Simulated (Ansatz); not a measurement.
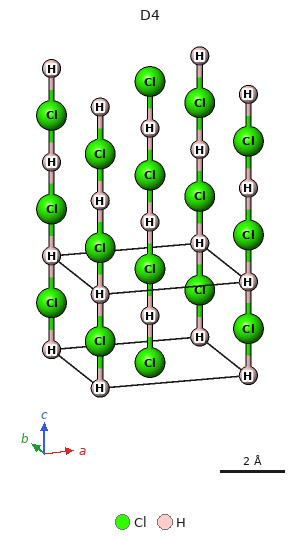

A crystal of HCl (set up in Fmmm), relaxed (cell and atoms) with several dispersion corrections. The picture shows the result with D4. Style: ball-and-stick. Shown: the conventional cell (2 times the calculation's cell), repeated 1 × 1 × 3 with one cell outlined, slightly off an axis. Lengths and directions refer to the drawn axes.

Computed with Ansatz 0.2.0: r2SCAN, Ansatz PAW. Set-up: plane-wave cutoff 500 eV; k-point mesh 9 × 9 × 9; occupations fermi-dirac; smearing width 0.05 eV; no spin polarisation; cell and atoms relaxed; force threshold 0.01 eV/Å.

```json
{"dispersion correction": "D3(BJ)-ATM", "volume (Å³/atom)": "?", "a (Å)": "?", "c (Å)": "?"}
{"dispersion correction": "D4", "volume (Å³/atom)": "18.512", "a (Å)": "4.920", "c (Å)": "3.059"}
{"dispersion correction": "none", "volume (Å³/atom)": "19.746", "a (Å)": "5.079", "c (Å)": "3.061"}
{"dispersion correction": "rVV10", "volume (Å³/atom)": "17.747", "a (Å)": "4.816", "c (Å)": "3.061"}
{"dispersion correction": "D3(BJ)", "volume (Å³/atom)": "18.237", "a (Å)": "4.884", "c (Å)": "3.058"}
```

Fill in the missing row.

With D3(BJ)-ATM the volume falls between D3(BJ) (18.237) and D4 (18.512). The calculation gives 18.412 Å³/atom (a = 4.907 Å, c = 3.059 Å). In order of volume: rVV10 < D3(BJ) < D3(BJ)-ATM < D4 < none; the spread is 11.3 %.

Each member starts from this one structure; whether another phase lies lower wasn't checked.
